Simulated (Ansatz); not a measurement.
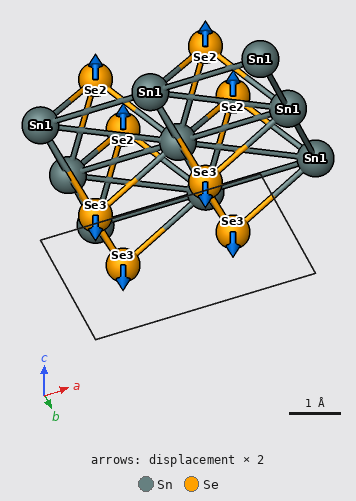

A relaxation of crystalline SnSe$_{2}$ (a generated structure, set up in P-6m2) (coarse preliminary run). The starting structure is drawn; blue arrows show the displacements (the part carried along by the change of the cell is left out), 2 times their true length.

A ball-and-stick model of the 2 × 2 repeat of the cell, outlined in the plane, without the vacuum, seen from a free direction.

All numbers below come from DFT PBE, scalar-relativistic, plane waves, PAW (Ansatz 0.2.0). Set-up: plane-wave cutoff 420 eV; k-point mesh 6 × 6 × 1; occupations gaussian; smearing width 0.1 eV; no spin polarisation; cell and atoms relaxed; force threshold 0.04 eV/Å; at most 70 steps.

Atoms of which element are displaced furthest, and by how much?

Selenium: up to 0.28 Å, against 0.00 Å for tin.

What happened in the run?

The largest moves, 0.28 Å, are those of Se2 and Se3. Se2 goes along the normal (+c). Sn stays in place. In the plane the drawn cell goes a 5.815 → 7.586 Å (+30.4 %), b 5.815 → 7.586 Å (+30.4 %). Among the contacts that change: Sn1–Sn1 2.908 → 3.793 Å, Se2–Se2 2.908 → 3.793 Å, Sn1–Se2 2.217 → 2.791 Å, Se2–Se3 2.896 → 3.462 Å. Among the angles between lasting bonds that change: Se2–Sn1–Se3 81.6° → 76.6°, Sn1–Se3–Sn1 82.0° → 85.6°, Se2–Sn1–Se2 82.0° → 85.6°. The space group stays P-6m2 (No. 187). Over 18 accepted moves (20 points after the start) the energy falls by 13.151 eV per cell of the calculation. The largest force component goes from 17 to 0.0041 eV/Å. At 2 points the geometry stayed and the basis and grid were re-selected for the new cell (energy shift of 0.169 eV per cell of the calculation at most each time).

Limits of the set-up: layers or molecules are held without a dispersion correction, so their spacing is unreliable.
